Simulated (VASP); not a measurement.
## Zr: geometry relaxation (part 2 of 2)

The same run, continued: Zr (Im-3m, 1 atom in the cell); Kohn-Sham DFT of a periodic cell, PBEsol, VASP PAW PBE potentials, recommended, no spin polarisation (VASP 6.6.1); cutoff 600 eV, 10×10×10 k-mesh, Gaussian smearing of 1 eV. The structure derives from an entry of the Crystallography Open Database. Some settings of this run were made unusual or wrong on purpose.

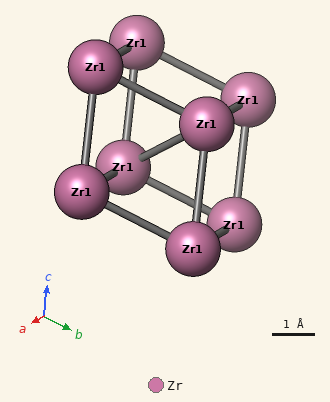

**Figure 1.** The geometry at step 1 of the log (ball-and-stick view of the cell of the calculation, seen slightly off an axis; atoms are numbered from 1 in the order of the input).

## Parts of OUTCAR, continued
```
--------------------------------------- Ionic step        1  -------------------------------------------

 number of electron      12.0000000 magnetization

 Free energy of the ion-electron system (eV)
  ---------------------------------------------------
  ext. energy  EPLUGINS =         0.00000000
  ---------------------------------------------------
  free energy    TOTEN  =        -9.43256051 eV

  energy without entropy =       -8.61360388  energy(sigma->0) =       -9.02308219

------------------------ aborting loop because EDIFF is reached ----------------------------------------

  FORCE on cell =-STRESS in cart. coord.  units (eV):
  Direction    XX          YY          ZZ          XY          YZ          ZX
  --------------------------------------------------------------------------------------
  -------------------------------------------------------------------------------------
  Total       -0.4845492     -0.4845492     -0.4845492     -0.0000000      0.0000000      0.0000000
  in kB      -32.7305107    -32.7305107    -32.7305107     -0.0000000      0.0000000      0.0000000
  external PRESSURE =     -32.7305107 kB  Pullay stress =       0.0000000 kB

 VOLUME and BASIS-vectors are now :
 -----------------------------------------------------------------------------
  energy-cutoff  :      600.00
  volume of cell :       23.72
      direct lattice vectors                 reciprocal lattice vectors
    -1.810000000  1.810000000  1.810000000     0.000000000  0.276243094  0.276243094
     1.810000000 -1.810000000  1.810000000     0.276243094  0.000000000  0.276243094
     1.810000000  1.810000000 -1.810000000     0.276243094  0.276243094  0.000000000

 POSITION                                       TOTAL-FORCE (eV/Angst)
 -----------------------------------------------------------------------------------
      0.00000      0.00000      0.00000         0.000000      0.000000     -0.000000
 -----------------------------------------------------------------------------------
    total drift:                               -0.000000     -0.000000      0.000000

  FREE ENERGIE OF THE ION-ELECTRON SYSTEM (eV)
  ---------------------------------------------------
  free  energy   TOTEN  =        -9.4325605084 eV

  energy  without entropy=       -8.6136038813  energy(sigma->0) =       -9.02308219

--------------------------------------- Ionic step        2  -------------------------------------------

 number of electron      12.0000000 magnetization

------------------------ aborting loop because EDIFF is reached ----------------------------------------

  FORCE on cell =-STRESS in cart. coord.  units (eV):
  Direction    XX          YY          ZZ          XY          YZ          ZX
  --------------------------------------------------------------------------------------
  -------------------------------------------------------------------------------------
  Total        0.3955353      0.3955353      0.3955353     -0.0000000      0.0000000     -0.0000000
  in kB       28.6825572     28.6825572     28.6825572     -0.0000000      0.0000000     -0.0000000
  external PRESSURE =      28.6825572 kB  Pullay stress =       0.0000000 kB

 VOLUME and BASIS-vectors are now :
 -----------------------------------------------------------------------------
  energy-cutoff  :      600.00
  volume of cell :       22.09
      direct lattice vectors                 reciprocal lattice vectors
    -1.767689546  1.767689546  1.767689546     0.000000000  0.282855098  0.282855098
     1.767689546 -1.767689546  1.767689546     0.282855098  0.000000000  0.282855098
     1.767689546  1.767689546 -1.767689546     0.282855098  0.282855098  0.000000000

 POSITION                                       TOTAL-FORCE (eV/Angst)
 -----------------------------------------------------------------------------------
      0.00000      0.00000      3.53538        -0.000000      0.000000     -0.000000
 -----------------------------------------------------------------------------------
    total drift:                                0.000000     -0.000000      0.000000

  FREE ENERGIE OF THE ION-ELECTRON SYSTEM (eV)
  ---------------------------------------------------
  free  energy   TOTEN  =        -9.4361535615 eV

  energy  without entropy=       -8.6643075497  energy(sigma->0) =       -9.05023056

--------------------------------------- Ionic step        3  -------------------------------------------

 number of electron      12.0000000 magnetization

 Free energy of the ion-electron system (eV)
  ---------------------------------------------------
  ext. energy  EPLUGINS =         0.00000000
  ---------------------------------------------------
  free energy    TOTEN  =        -9.44227960 eV

  energy without entropy =       -8.64920791  energy(sigma->0) =       -9.04574376

 E-fermi :   8.8169     XC(G=0): -11.2933     alpha+bet :-16.2778

 val. band max:        8.8088951652   @ k =   0.2000   0.2000   0.0000
 cond. band min:       8.8732866169   @ k =   0.2000   0.1000   0.0000
 fundamental gap:      0.0643914517
 Fermi energy:         8.8169405303

 k-point     1 :       0.0000    0.0000    0.0000
  band No.  band energies     occupation
      1     -39.5203      2.00000
      2     -17.0245      2.00000
      3     -17.0245      2.00000
      4     -17.0245      2.00000
      5       3.3937      2.00000
      6       9.9452      0.11059
      7       9.9452      0.11059
      8       9.9452      0.11059
      9      12.4899      0.00000
     10      12.4899      0.00000

 k-point     2 :       0.1000    0.0000    0.0000
  band No.  band energies     occupation
      1     -39.5046      2.00000
      2     -17.1313      2.00000
      3     -17.0569      2.00000
      4     -17.0253      2.00000
      5       3.7382      2.00000
      6       9.7184      0.20238
      7       9.8552      0.14203
      8      10.2832      0.03811
      9      12.1736      0.00000
     10      12.4892      0.00000

 k-point     3 :       0.2000    0.0000    0.0000
  band No.  band energies     occupation
      1     -39.4633      2.00000
      2     -17.4030      2.00000
      3     -17.1410      2.00000
      4     -17.0275      2.00000
      5       4.6392      2.00000
      6       9.1923      0.59558
      7       9.4577      0.36487
      8      11.2604      0.00055
      9      11.9433      0.00001
     10      12.5430      0.00000

 k-point     4 :       0.3000    0.0000    0.0000
  band No.  band energies     occupation
      1     -39.4117      2.00000
      2     -17.7246      2.00000
      3     -17.2427      2.00000
      4     -17.0303      2.00000
      5       5.6094      1.99999
      6       8.6392      1.19842
      7       9.2015      0.58658
      8      12.1978      0.00000
      9      12.7325      0.00000
     10      12.7497      0.00000

 k-point     5 :       0.4000    0.0000    0.0000
  band No.  band energies     occupation
      1     -39.3695      2.00000
      2     -17.9746      2.00000
      3     -17.3236      2.00000
      4     -17.0326      2.00000
      5       5.9653      1.99994
      6       8.2475      1.57939
      7       9.8610      0.13981
      8      12.4777      0.00000
      9      13.0206      0.00000
     10      14.4212      0.00000

 [... the levels of 18 k-points are left out ...]

 k-point    24 :      -0.3000    0.3000    0.1000
  band No.  band energies     occupation
      1     -39.3989      2.00000
      2     -17.7097      2.00000
      3     -17.2791      2.00000
      4     -17.1075      2.00000
      5       5.9018      1.99996
      6       8.9638      0.83543
      7       8.9969      0.79910
      8      11.3532      0.00033
      9      12.6319      0.00000
     10      13.2804      0.00000

 [... further k-points ...]

------------------------ aborting loop because EDIFF is reached ----------------------------------------

  FORCE on cell =-STRESS in cart. coord.  units (eV):
  Direction    XX          YY          ZZ          XY          YZ          ZX
  --------------------------------------------------------------------------------------
  -------------------------------------------------------------------------------------
  Total       -0.0010945     -0.0010945     -0.0010945     -0.0000000      0.0000000     -0.0000000
  in kB       -0.0769210     -0.0769210     -0.0769210     -0.0000000      0.0000000     -0.0000000
  external PRESSURE =      -0.0769210 kB  Pullay stress =       0.0000000 kB

 VOLUME and BASIS-vectors are now :
 -----------------------------------------------------------------------------
  energy-cutoff  :      600.00
  volume of cell :       22.80
      direct lattice vectors                 reciprocal lattice vectors
    -1.786227274  1.786227274  1.786227274     0.000000000  0.279919587  0.279919587
     1.786227274 -1.786227274  1.786227274     0.279919587  0.000000000  0.279919587
     1.786227274  1.786227274 -1.786227274     0.279919587  0.279919587  0.000000000

 POSITION                                       TOTAL-FORCE (eV/Angst)
 -----------------------------------------------------------------------------------
      0.00000      0.00000      0.00000         0.000000      0.000000     -0.000000
 -----------------------------------------------------------------------------------
    total drift:                               -0.000000     -0.000000     -0.000000

  FREE ENERGIE OF THE ION-ELECTRON SYSTEM (eV)
  ---------------------------------------------------
  free  energy   TOTEN  =        -9.4422796018 eV

  energy  without entropy=       -8.6492079104  energy(sigma->0) =       -9.04574376

 reached required accuracy - stopping structural energy minimisation
```

## CONTCAR
```
Zr
   1.00000000000000
    -1.7862272739276264    1.7862272739276264    1.7862272739276264
     1.7862272739276264   -1.7862272739276264    1.7862272739276264
     1.7862272739276264    1.7862272739276264   -1.7862272739276264
  Zr
     1
Direct
     0.0000000000000000    0.0000000000000000    0.0000000000000000

  0.00000000E+00  0.00000000E+00  0.00000000E+00
```

## Trajectory as extended XYZ (Å, eV, eV/Å), 3 frames, from step=0 to step=2
```
1
Lattice="-1.8100 1.8100 1.8100 1.8100 -1.8100 1.8100 1.8100 1.8100 -1.8100" Properties=species:S:1:pos:R:3:forces:R:3 step=0 energy=-9.43256
Zr    0.0000    0.0000    0.0000    0.0000   0.0000   0.0000
1
Lattice="-1.7677 1.7677 1.7677 1.7677 -1.7677 1.7677 1.7677 1.7677 -1.7677" Properties=species:S:1:pos:R:3:forces:R:3 step=1 energy=-9.43615
Zr    0.0000    0.0000    3.5354    0.0000   0.0000   0.0000
1
Lattice="-1.7862 1.7862 1.7862 1.7862 -1.7862 1.7862 1.7862 1.7862 -1.7862" Properties=species:S:1:pos:R:3:forces:R:3 step=2 energy=-9.44228
Zr    0.0000    0.0000    0.0000    0.0000   0.0000   0.0000
```

This output came from the following input.

## INCAR
```
SYSTEM = Zr
PREC = Accurate
ENCUT = 600
EDIFF = 1E-6
ISMEAR = 0
SIGMA = 1.0
LREAL = .False.
LASPH = .True.
NELM = 75
ALGO = Fast
ISIF = 3
LWAVE = .False.
LCHARG = .False.
GGA = PS
IBRION = 2
NSW = 30
EDIFFG = -0.005
```

## KPOINTS
```
Automatic mesh
0
Gamma
  10 10 10
  0 0 0
```

## POSCAR
```
Zr
1.0
   -1.8100000000      1.8100000000      1.8100000000
    1.8100000000     -1.8100000000      1.8100000000
    1.8100000000      1.8100000000     -1.8100000000
Zr
1
Direct
    0.0000000000      0.0000000000      0.0000000000
```

Command:
```bash
cat potpaw_PBE.64/Zr_sv/POTCAR > POTCAR
mpirun -np 1 vasp_std > vasp.out
```

## Outcome

| quantity | value |
| --- | --- |
| outcome | converged |
| space group (tolerance 0.01 Å) | Im-3m (229) |
| electrons treated | 12 |
| free energy | −9.4423 eV |
| Fermi energy | 8.817 eV |
| gap on the k-point mesh | none (metallic) |
| pressure | −0.01 GPa |
| final volume | 22.80 Å³ |
| largest force (length of the vector) at the end | under 0.001 eV/Å |
| final cell | a = 3.094 Å, b = 3.094 Å, c = 3.094 Å, α = 109.47°, β = 109.47°, γ = 109.47° |
| hardware | 1 thread of Intel Xeon @ 2.50GHz (Skylake/Cascade Lake), 160 GiB of memory available, shared host |
| wall time | 95 s |
| peak memory | 0.17 GiB |

## Diagnosis

Some settings of this run were drawn to be unusual or wrong (NELM set to 75; NSW set to 30; ISMEAR set to 0; SIGMA set to 1.0). It converged; results that depend on the unusual settings are not reference values.
